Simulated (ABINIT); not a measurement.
MgO₂: dielectric calculation (part 2 of 3)

The same run, continued: MgO₂ (R-3m, 3 atoms in the cell); Kohn-Sham DFT of a periodic cell, LDA-PZ, JTH PAW LDA v2.0, no spin polarisation (ABINIT 10.8.3); cutoff 625.86 eV, 8×8×8 k-mesh, fixed occupations. The structure derives from a Materials Project entry. The geometry was changed: volume scaled by 0.96.

Geometry of the input (Å; fractional positions):
```
1.5831  0.9140  3.4468
-1.5831  0.9140  3.4468
0.0000  -1.8280  3.4468
Mg 0.0000  0.0000  0.0000
O  0.5712  0.5712  0.5712
O  0.4288  0.4288  0.4288
```

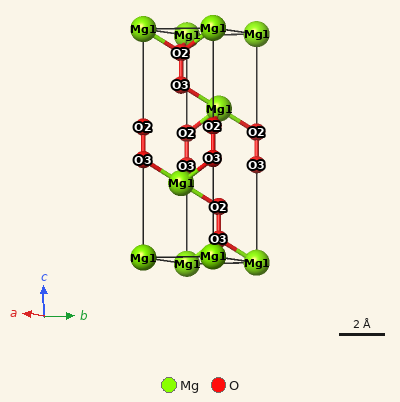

**Figure 1.** The input geometry (ball-and-stick view of the cell 3 times as large as that of the calculation, set on its symmetry axes, seen at an oblique angle; atoms are numbered from 1 in the order of the input). An atom can appear more than once, as a periodic image.

**What the program printed, continued**
```
 Real(R)+Recip(G) space primitive vectors, cartesian coordinates (Bohr,Bohr^-1):
 R(1)=  2.9915733  1.7271856  6.5134270  G(1)=  0.1671361  0.0964961  0.0511763
 R(2)= -2.9915733  1.7271856  6.5134270  G(2)= -0.1671361  0.0964961  0.0511763
 R(3)=  0.0000000 -3.4543713  6.5134270  G(3)=  0.0000000 -0.1929922  0.0511763
 Unit cell volume ucvol=  2.0192936E+02 bohr^3
 Angles (23,13,12)=  4.78776427E+01  4.78776427E+01  4.78776427E+01 degrees
 setup1 : take into account q-point for computing boxcut.

 Coarse grid specifications (used for wave-functions):

 getcut: wavevector=  0.0000  0.0000  0.0000  ngfft=  32  32  32
         ecut(hartree)=     23.000   => boxcut(ratio)=   2.01118

 Fine grid specifications (used for densities):

 getcut: wavevector=  0.0000  0.0000  0.0000  ngfft=  48  48  48
         ecut(hartree)=     45.000   => boxcut(ratio)=   2.15600
--------------------------------------------------------------------------------

 ==>  initialize data related to q vector <==

 The list of irreducible perturbations for this q vector is:
    1)    idir= 1    ipert=   4
    2)    idir= 2    ipert=   4
    3)    idir= 3    ipert=   4

================================================================================

--------------------------------------------------------------------------------
 Perturbation wavevector (in red.coord.)   0.000000  0.000000  0.000000
 Perturbation : derivative vs k along direction   1
 The set of symmetries contains only one element for this perturbation.
 symkpt : not enough symmetry to change the number of k points.

--------------------------------------------------------------------------------

--------------------------------------------------------------------------------

 Initialisation of the first-order wave-functions :
  ireadwf=   0

--- !BeginCycle
iteration_state: {dtset: 2, }
solver: {iscf: -3, nstep: 80, nline: 4, wfoptalg: 10, }
tolerances: {tolwfr: 1.00E-18, }
...

     iter   2DEtotal(Ha)        deltaE(Ha) residm    vres2
-ETOT  1  -28.689382038343     -2.869E+01 9.415E-02 0.000E+00
 ETOT  2  -28.746331588105     -5.695E-02 1.243E-02 0.000E+00
 ETOT  3  -28.746925014500     -5.934E-04 3.160E-04 0.000E+00
 ETOT  4  -28.746941298667     -1.628E-05 4.101E-05 0.000E+00
 ETOT  5  -28.746941940312     -6.416E-07 1.253E-06 0.000E+00
 ETOT  6  -28.746941970065     -2.975E-08 1.752E-07 0.000E+00
 ETOT  7  -28.746941971614     -1.550E-09 5.482E-09 0.000E+00
 ETOT  8  -28.746941971701     -8.653E-11 7.818E-10 0.000E+00
 ETOT  9  -28.746941971706     -5.112E-12 2.449E-11 0.000E+00
 ETOT 10  -28.746941971706     -3.340E-13 3.542E-12 0.000E+00
 ETOT 11  -28.746941971706     -6.750E-14 1.106E-13 0.000E+00
 ETOT 12  -28.746941971706      3.553E-14 1.621E-14 0.000E+00
 ETOT 13  -28.746941971706      3.553E-15 5.201E-16 0.000E+00
 ETOT 14  -28.746941971706      0.000E+00 8.850E-17 0.000E+00
 ETOT 15  -28.746941971706     -2.842E-14 3.578E-18 0.000E+00
 ETOT 16  -28.746941971706      2.132E-14 9.994E-19 0.000E+00

 At SCF step   16   max residual=  9.99E-19 < tolwfr=  1.00E-18 =>converged.
================================================================================

 ----iterations are completed or convergence reached----

 Mean square residual over all n,k,spin=   49.877E-20; max=  99.941E-20
 dfpt_looppert : ek2=    6.9247516458E+01
          f-sum rule ratio=    6.6067470182E-01
 Expectation of eigenvalue derivatives (hartree) for nkpt= 260  k points:
  (in case of degenerate eigenvalues, averaged derivative)
 kpt#   1, nband= 11, wtk=  0.00195, kpt=  0.0000  0.0000  0.0000 (reduced coord)
   0.00000    0.00000    0.00000    0.00000    0.00000    0.00000   -0.00000    0.00000
   0.00000    0.00000    0.00000
 prteigrs : prtvol=0 or 1, do not print more k-points.

 2DEtotal=   -0.2874694197E+02 Ha. Also 2DEtotal=   -0.782244141383E+03 eV
    (  non-var. 2DEtotal :   -2.8746941980E+01 Ha)

--------------------------------------------------------------------------------
 Perturbation wavevector (in red.coord.)   0.000000  0.000000  0.000000
 Perturbation : derivative vs k along direction   2
 The set of symmetries contains only one element for this perturbation.
 symkpt : not enough symmetry to change the number of k points.

--------------------------------------------------------------------------------

--------------------------------------------------------------------------------

 Initialisation of the first-order wave-functions :
  ireadwf=   0

--- !BeginCycle
iteration_state: {dtset: 2, }
solver: {iscf: -3, nstep: 80, nline: 4, wfoptalg: 10, }
tolerances: {tolwfr: 1.00E-18, }
...

     iter   2DEtotal(Ha)        deltaE(Ha) residm    vres2
-ETOT  1  -28.689399830477     -2.869E+01 1.085E-01 0.000E+00
 ETOT  2  -28.746327822854     -5.693E-02 1.469E-02 0.000E+00
 ETOT  3  -28.746924518642     -5.967E-04 3.898E-04 0.000E+00
 ETOT  4  -28.746941253404     -1.673E-05 5.108E-05 0.000E+00
 ETOT  5  -28.746941935065     -6.817E-07 1.653E-06 0.000E+00
 ETOT  6  -28.746941968085     -3.302E-08 2.317E-07 0.000E+00
 ETOT  7  -28.746941969892     -1.807E-09 7.777E-09 0.000E+00
 ETOT  8  -28.746941969999     -1.066E-10 1.104E-09 0.000E+00
 ETOT  9  -28.746941970006     -6.679E-12 3.719E-11 0.000E+00
 ETOT 10  -28.746941970006     -4.086E-13 5.343E-12 0.000E+00
 ETOT 11  -28.746941970006     -6.395E-14 1.795E-13 0.000E+00
 ETOT 12  -28.746941970006      1.776E-14 2.616E-14 0.000E+00
 ETOT 13  -28.746941970006     -1.066E-14 9.111E-16 0.000E+00
 ETOT 14  -28.746941970006     -3.553E-15 1.589E-16 0.000E+00
 ETOT 15  -28.746941970006      0.000E+00 6.596E-18 0.000E+00
 ETOT 16  -28.746941970006      3.553E-15 1.092E-18 0.000E+00
 ETOT 17  -28.746941970006      1.066E-14 9.994E-19 0.000E+00

 At SCF step   17   max residual=  9.99E-19 < tolwfr=  1.00E-18 =>converged.
================================================================================

 ----iterations are completed or convergence reached----

 Mean square residual over all n,k,spin=   49.838E-20; max=  99.941E-20
 dfpt_looppert : ek2=    6.9247516458E+01
          f-sum rule ratio=    6.6067470176E-01
 Expectation of eigenvalue derivatives (hartree) for nkpt= 260  k points:
  (in case of degenerate eigenvalues, averaged derivative)
 kpt#   1, nband= 11, wtk=  0.00195, kpt=  0.0000  0.0000  0.0000 (reduced coord)
   0.00000   -0.00000    0.00000    0.00000    0.00000   -0.00000   -0.00000    0.00000
   0.00000    0.00000    0.00000
 prteigrs : prtvol=0 or 1, do not print more k-points.

 2DEtotal=   -0.2874694197E+02 Ha. Also 2DEtotal=   -0.782244141337E+03 eV
    (  non-var. 2DEtotal :   -2.8746941978E+01 Ha)

--------------------------------------------------------------------------------
 Perturbation wavevector (in red.coord.)   0.000000  0.000000  0.000000
 Perturbation : derivative vs k along direction   3
 The set of symmetries contains only one element for this perturbation.
 symkpt : not enough symmetry to change the number of k points.

--------------------------------------------------------------------------------

--------------------------------------------------------------------------------

 Initialisation of the first-order wave-functions :
  ireadwf=   0

--- !BeginCycle
iteration_state: {dtset: 2, }
solver: {iscf: -3, nstep: 80, nline: 4, wfoptalg: 10, }
tolerances: {tolwfr: 1.00E-18, }
...

     iter   2DEtotal(Ha)        deltaE(Ha) residm    vres2
-ETOT  1  -28.689327896637     -2.869E+01 7.913E-02 0.000E+00
 ETOT  2  -28.746333611006     -5.701E-02 1.010E-02 0.000E+00
 ETOT  3  -28.746925330399     -5.917E-04 2.408E-04 0.000E+00
 ETOT  4  -28.746941319891     -1.599E-05 3.075E-05 0.000E+00
 ETOT  5  -28.746941931143     -6.113E-07 8.583E-07 0.000E+00
 ETOT  6  -28.746941958276     -2.713E-08 1.198E-07 0.000E+00
 ETOT  7  -28.746941959615     -1.339E-09 3.376E-09 0.000E+00
 ETOT  8  -28.746941959685     -7.050E-11 4.856E-10 0.000E+00
 ETOT  9  -28.746941959689     -3.915E-12 1.366E-11 0.000E+00
 ETOT 10  -28.746941959689     -1.990E-13 1.995E-12 0.000E+00
 ETOT 11  -28.746941959689     -2.132E-14 5.588E-14 0.000E+00
 ETOT 12  -28.746941959689     -1.421E-14 8.282E-15 0.000E+00
 ETOT 13  -28.746941959689     -7.105E-15 2.391E-16 0.000E+00
 ETOT 14  -28.746941959689     -3.553E-15 4.092E-17 0.000E+00
 ETOT 15  -28.746941959689     -1.421E-14 1.514E-18 0.000E+00
 ETOT 16  -28.746941959689      0.000E+00 9.991E-19 0.000E+00

 At SCF step   16   max residual=  9.99E-19 < tolwfr=  1.00E-18 =>converged.
================================================================================

 ----iterations are completed or convergence reached----

 Mean square residual over all n,k,spin=   49.928E-20; max=  99.911E-20
 dfpt_looppert : ek2=    6.9247516453E+01
          f-sum rule ratio=    6.6067470142E-01
 Expectation of eigenvalue derivatives (hartree) for nkpt= 260  k points:
  (in case of degenerate eigenvalues, averaged derivative)
 kpt#   1, nband= 11, wtk=  0.00195, kpt=  0.0000  0.0000  0.0000 (reduced coord)
  -0.00000   -0.00000   -0.00000   -0.00000    0.00000    0.00000    0.00000   -0.00000
  -0.00000    0.00000    0.00000
 prteigrs : prtvol=0 or 1, do not print more k-points.

 2DEtotal=   -0.2874694196E+02 Ha. Also 2DEtotal=   -0.782244141056E+03 eV
    (  non-var. 2DEtotal :   -2.8746941968E+01 Ha)
================================================================================

 ---- first-order wavefunction calculations are completed ----

 respfn : d/dk was computed, but no 2DTE, so no DDB output.

================================================================================
== DATASET  3 ==================================================================

--- !DatasetInfo
iteration_state: {dtset: 3, }
dimensions: {natom: 3, nkpt: 260, mband: 11, nsppol: 1, nspinor: 1, nspden: 1, mpw: 1100, }
cutoff_energies: {ecut:  23.0, pawecutdg:  45.0, }
electrons: {nelect:   2.20000000E+01, charge:   0.00000000E+00, occopt:   1.00000000E+00, tsmear:   1.00000000E-02, }
meta: {optdriver: 1, rfelfd: 3, }
...

 mkfilename : getwfk/=0, take file _WFK from output of DATASET   1.

 mkfilename : getddk/=0, take file _1WF from output of DATASET   2.

 Exchange-correlation functional for the present dataset will be:
  LDA: Perdew-Zunger-Ceperley-Alder - ixc=2
  J.P.Perdew and A.Zunger, PRB 23, 5048 (1981)

 Real(R)+Recip(G) space primitive vectors, cartesian coordinates (Bohr,Bohr^-1):
 R(1)=  2.9915733  1.7271856  6.5134270  G(1)=  0.1671361  0.0964961  0.0511763
 R(2)= -2.9915733  1.7271856  6.5134270  G(2)= -0.1671361  0.0964961  0.0511763
 R(3)=  0.0000000 -3.4543713  6.5134270  G(3)=  0.0000000 -0.1929922  0.0511763
 Unit cell volume ucvol=  2.0192936E+02 bohr^3
 Angles (23,13,12)=  4.78776427E+01  4.78776427E+01  4.78776427E+01 degrees
 setup1 : take into account q-point for computing boxcut.

 Coarse grid specifications (used for wave-functions):

 getcut: wavevector=  0.0000  0.0000  0.0000  ngfft=  32  32  32
         ecut(hartree)=     23.000   => boxcut(ratio)=   2.01118

 Fine grid specifications (used for densities):

 getcut: wavevector=  0.0000  0.0000  0.0000  ngfft=  48  48  48
         ecut(hartree)=     45.000   => boxcut(ratio)=   2.15600
--------------------------------------------------------------------------------

-open ddk wf file :runo_DS2_1WF10
-open ddk wf file :runo_DS2_1WF11
-open ddk wf file :runo_DS2_1WF12

 ==>  initialize data related to q vector <==

 The list of irreducible perturbations for this q vector is:
    1)    idir= 1    ipert=   5

================================================================================

 The perturbation idir=   2  ipert=   5 is
 symmetric of a previously calculated perturbation.
 So, its SCF calculation is not needed.

 The perturbation idir=   3  ipert=   5 is
 symmetric of a previously calculated perturbation.
 So, its SCF calculation is not needed.

--------------------------------------------------------------------------------
 Perturbation wavevector (in red.coord.)   0.000000  0.000000  0.000000
 Perturbation : homogeneous electric field along direction   1
 The set of symmetries contains only one element for this perturbation.
 symkpt : not enough symmetry to change the number of k points.

--------------------------------------------------------------------------------

--------------------------------------------------------------------------------

 Initialisation of the first-order wave-functions :
  ireadwf=   0

--- !BeginCycle
iteration_state: {dtset: 3, }
solver: {iscf: 7, nstep: 80, nline: 4, wfoptalg: 10, }
tolerances: {tolvrs: 1.00E-09, }
...

     iter   2DEtotal(Ha)        deltaE(Ha) residm    vres2
-ETOT  1  -45.838150521382     -4.584E+01 9.318E+00 1.247E+04
 ETOT  2  -46.900645215221     -1.062E+00 7.445E-02 4.293E+03
 ETOT  3  -47.651607334104     -7.510E-01 1.175E-02 1.407E+03
 ETOT  4  -47.947299461982     -2.957E-01 6.852E-04 3.019E+01
 ETOT  5  -47.953592885017     -6.293E-03 5.978E-05 1.337E+01
 ETOT  6  -47.956693313558     -3.100E-03 8.471E-06 3.413E-01
 ETOT  7  -47.956795475890     -1.022E-04 3.893E-07 3.839E-02
 ETOT  8  -47.956804698719     -9.223E-06 4.049E-08 1.483E-03
 ETOT  9  -47.956805094188     -3.955E-07 1.914E-09 2.384E-04
 ETOT 10  -47.956805153057     -5.887E-08 2.158E-10 5.155E-06
 ETOT 11  -47.956805154579     -1.523E-09 1.033E-11 6.117E-07
 ETOT 12  -47.956805154743     -1.636E-10 8.747E-13 8.043E-10

 At SCF step   12       vres2   =  8.04E-10 < tolvrs=  1.00E-09 =>converged.
-open ddk wf file :runo_DS2_1WF10
-open ddk wf file :runo_DS2_1WF11
-open ddk wf file :runo_DS2_1WF12
================================================================================

 ----iterations are completed or convergence reached----

 Mean square residual over all n,k,spin=   29.847E-15; max=  87.474E-14

 2DEtotal=   -0.4795680515E+02 Ha. Also 2DEtotal=   -0.130497114819E+04 eV
    (  non-var. 2DEtotal :   -4.7956804593E+01 Ha)
================================================================================

 ---- first-order wavefunction calculations are completed ----

 ==> Compute Derivative Database <==
 The violation of the charge neutrality conditions
 by the effective charges is as follows :
    atom        electric field
 displacement     direction
       1               1        0.000066        0.000000
       1               2        0.000000        0.000000
       1               3       -0.000000        0.000000
       2               1        0.000000        0.000000
       2               2        0.000066        0.000000
       2               3       -0.000000        0.000000
       3               1       -0.000000        0.000000
       3               2       -0.000000        0.000000
       3               3        0.001156        0.000000

 Effective charge tensors after
 imposition of the charge neutrality (if requested by user),
 and eventual restriction to some part :
   atom    displacement
         1         1    2.012445E+00   -2.410577E-11    1.602387E-10
         1         2   -4.121733E-11    2.012445E+00    3.614549E-10
         1         3    8.981849E-11    1.656897E-10    2.054441E+00
         2         1   -1.006222E+00    2.606542E-11   -3.580276E-10
         2         2    2.248100E-11   -1.006222E+00   -6.724030E-10
         2         3   -5.369884E-10   -1.462008E-09   -1.027220E+00
         3         1   -1.006222E+00   -1.959660E-12    1.977890E-10
         3         2    1.873633E-11   -1.006222E+00    3.109481E-10
         3         3    4.471699E-10    1.296319E-09   -1.027220E+00
 Now, the imaginary part of the dynamical matrix is zeroed

  Dielectric tensor, in cartesian coordinates,
     j1       j2             matrix element
  dir pert dir pert     real part    imaginary part

   1    5   1    5         2.8134491794        -0.0000000000

   2    5   2    5         2.8134491796        -0.0000000000

   3    5   3    5         4.0746886328        -0.0000000000

  Effective charges, in cartesian coordinates,
  (from electric field response)
   if specified in the inputs, charge neutrality has been imposed
     j1       j2             matrix element
  dir pert dir pert     real part    imaginary part

   1    1   1    5         2.0124449258         0.0000000000
   1    2   1    5        -1.0062224629         0.0000000000
   1    3   1    5        -1.0062224629         0.0000000000

   2    1   2    5         2.0124449258         0.0000000000
   2    2   2    5        -1.0062224629         0.0000000000
   2    3   2    5        -1.0062224628         0.0000000000

   3    1   3    5         2.0544407849         0.0000000000
   3    2   3    5        -1.0272203925         0.0000000000
   3    3   3    5        -1.0272203924         0.0000000000

  Warning: The rigid-atom proper piezoelectric tensor
  from  electric field response requires nsym=1

== END DATASET(S) ==============================================================
================================================================================

 -outvars: echo values of variables after computation  --------
            acell      1.0000000000E+00  1.0000000000E+00  1.0000000000E+00 Bohr
           etotal1    -9.5808761184E+01
           etotal2    -2.8746941960E+01
           etotal3    -4.7956805155E+01
            fcart1    -0.0000000000E+00 -0.0000000000E+00 -0.0000000000E+00
                       1.0536623376E-18  5.4459737007E-19 -5.7870281526E-03
                      -1.0536623376E-18 -5.4459737007E-19  5.7870281526E-03
            fcart3     0.0000000000E+00  0.0000000000E+00  0.0000000000E+00
                       0.0000000000E+00  0.0000000000E+00  0.0000000000E+00
                       0.0000000000E+00  0.0000000000E+00  0.0000000000E+00
            rprim      2.9915732669E+00  1.7271856310E+00  6.5134270420E+00
                      -2.9915732669E+00  1.7271856310E+00  6.5134270420E+00
                       0.0000000000E+00 -3.4543712621E+00  6.5134270420E+00
           strten1     1.4934229984E-04  1.4934229872E-04  2.0085586688E-04
                       5.5862572542E-14  0.0000000000E+00  0.0000000000E+00
           strten3     0.0000000000E+00  0.0000000000E+00  0.0000000000E+00
                       0.0000000000E+00  0.0000000000E+00  0.0000000000E+00
           xangst      0.0000000000E+00  0.0000000000E+00  0.0000000000E+00
                       2.1206343351E-17 -3.0227589486E-11  5.9065078215E+00
                      -5.0829116789E-17 -2.2690322865E-11  4.4337636380E+00
             xred      0.0000000000E+00  0.0000000000E+00  0.0000000000E+00
                       5.7121400000E-01  5.7121400000E-01  5.7121400000E-01
                       4.2878600000E-01  4.2878600000E-01  4.2878600000E-01
 Calculation completed.
```

**File anaddb.abo**
```
.Version 10.8.3 of ANADDB
================================================================================

 -outvars_anaddb: echo values of input variables ----------------------

 Flags :
     dieflag         2
 Miscellaneous information :
         asr         1

================================================================================

 read the DDB information and perform some checks

  ==== Info on the Cryst% object ====
 Real(R)+Recip(G) space primitive vectors, cartesian coordinates (Bohr,Bohr^-1):
 R(1)=  2.9915733  1.7271856  6.5134270  G(1)=  0.1671361  0.0964961  0.0511763
 R(2)= -2.9915733  1.7271856  6.5134270  G(2)= -0.1671361  0.0964961  0.0511763
 R(3)=  0.0000000 -3.4543713  6.5134270  G(3)=  0.0000000 -0.1929922  0.0511763
 Unit cell volume ucvol=  2.0192936E+02 bohr^3
 Angles (23,13,12)=  4.78776427E+01  4.78776427E+01  4.78776427E+01 degrees
 Time-reversal symmetry is present
 Reduced atomic positions [iatom, xred, symbol]:
    1)    0.0000000  0.0000000  0.0000000  Mg
    2)    0.5712140  0.5712140  0.5712140   O
    3)    0.4287860  0.4287860  0.4287860   O

 DDB file with 3 blocks has been read.

================================================================================

 Dielectric Tensor and Effective Charges

 anaddb : Zero the imaginary part of the Dynamical Matrix at Gamma,
   and impose the ASR on the effective charges

 The violation of the charge neutrality conditions
 by the effective charges is as follows :
    atom        electric field
 displacement     direction
       1               1        0.000066        0.000000
       1               2       -0.000000        0.000000
       1               3        0.000000        0.000000
       2               1        0.000000        0.000000
       2               2        0.000066        0.000000
       2               3       -0.000000        0.000000
       3               1        0.000000        0.000000
       3               2       -0.000000        0.000000
       3               3        0.001156        0.000000
```
